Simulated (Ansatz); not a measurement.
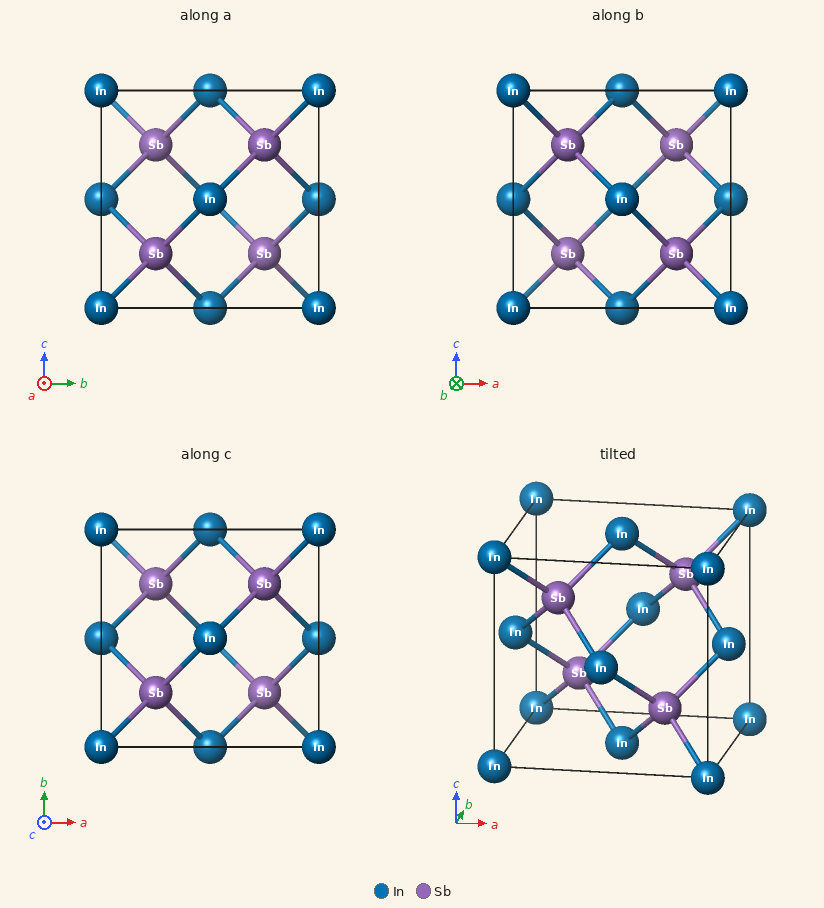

Drawn in the ball-and-stick manner and seen along the a axis, along the b axis, along the c axis and slightly off an axis. Thin lines show the conventional unit cell, with boundary atoms drawn in all their periodic places.

Lattice parameters: a = 6.4278 Å, b = 6.4278 Å, c = 6.4278 Å, α = 90.000°, β = 90.000°, γ = 90.000°.

Q: Convert the drawing into a CIF in P1 with every atom of the cell.

A:
```cif
data_structure
_symmetry_space_group_name_H-M 'P 1'
_symmetry_Int_Tables_number 1
_cell_length_a 6.4278
_cell_length_b 6.4278
_cell_length_c 6.4278
_cell_angle_alpha 90.000
_cell_angle_beta 90.000
_cell_angle_gamma 90.000
_cell_volume 265.58
loop_
_atom_site_label
_atom_site_type_symbol
_atom_site_fract_x
_atom_site_fract_y
_atom_site_fract_z
_atom_site_occupancy
In1 In 0.0000 0.0000 0.0000 1
Sb1 Sb 0.2500 0.2500 0.7500 1
In2 In 0.0000 0.5000 0.5000 1
Sb2 Sb 0.2500 0.7500 0.2500 1
In3 In 0.5000 0.0000 0.5000 1
Sb3 Sb 0.7500 0.2500 0.2500 1
In4 In 0.5000 0.5000 0.0000 1
Sb4 Sb 0.7500 0.7500 0.7500 1
```

Provenance: a structure type filled with these elements by a generator (whether the compound takes this form wasn't checked). The cell was then strained or its atoms displaced on purpose. It was run through Ansatz as a DFT input.
